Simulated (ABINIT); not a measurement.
Input of the run:

```
ndtset 2

pp_dirpath "./"
pseudos "Ga.GGA_PBE-JTH.xml, N.GGA_PBE-JTH.xml"

acell 3*1.0
rprim
     6.0093290763     0.0000000000     0.0000000000
    -3.0046645382     5.2042316397     0.0000000000
     0.0000000000     0.0000000000     9.7623251598
ntypat 2
znucl 31 7
natom 4
typat 1 1 2 2
xred
     0.6666666667     0.3333333333     0.5000000000
     0.3333333333     0.6666666667     0.0000000000
     0.6666666667     0.3333333333     0.8750000000
     0.3333333333     0.6666666667     0.3750000000

ecut 31.0
pawecutdg 53.0

ixc 7

occopt 3
tsmear 0.05 eV

nstep 100

iomode 3
prtwf 0
prteig 0
prtebands 0
enunit 1
prtden1 1

kptopt1 1
ngkpt1 10 10 5
nshiftk1 1
shiftk1 0.0 0.0 0.0
nband1 22
tolvrs1 1.0e-9

iscf2 -2
getden2 1
nband2 28
nbdbuf2 4
tolwfr2 1.0e-11
kptopt2 -7
ndivsm2 6
prteig2 1
prtvol2 -3
kptbounds2
     0.0000000000     0.0000000000     0.0000000000
     0.5000000000     0.0000000000     0.0000000000
     0.3333333333     0.3333333333     0.0000000000
     0.0000000000     0.0000000000     0.0000000000
     0.0000000000     0.0000000000     0.5000000000
     0.5000000000     0.0000000000     0.5000000000
     0.3333333333     0.3333333333     0.5000000000
     0.0000000000     0.0000000000     0.5000000000
```

System: wurtzite GaN, space group P6_3mc, 4 atoms in the cell.

Method: LDA, JTH PAW PBE v2.0, no spin polarisation, no spin-orbit coupling, 10×10×5 k mesh, 844 eV cutoff, Fermi-Dirac smearing of 0.05 eV (ABINIT 10.8.3 (patched build)).

What will the band structure look like? The path is Γ–M–K–Γ–A–L–H–A.

A semiconductor. The gap along this path is 1.98 eV and direct: both edges lie at Γ. Two bands meet at the valence-band top at Γ: it is doubly degenerate (spin aside). The next level lies only 0.06 eV lower. The top valence band spans 2.8 eV and the lowest conduction band 4.4 eV. The direct gaps are 4.79 eV at A, 1.98 eV at Γ and 7.72 eV at K.

The PAW data sets were made with another functional. LDA, GGA and most meta-GGA functionals understate gaps. The cell is at −4 GPa in this functional.

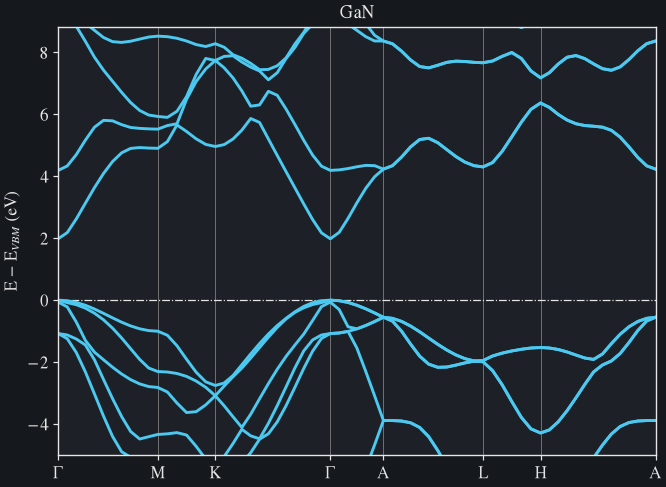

Band structure. Energies are counted from the top of the valence band. The path runs straight from each named point to the next.
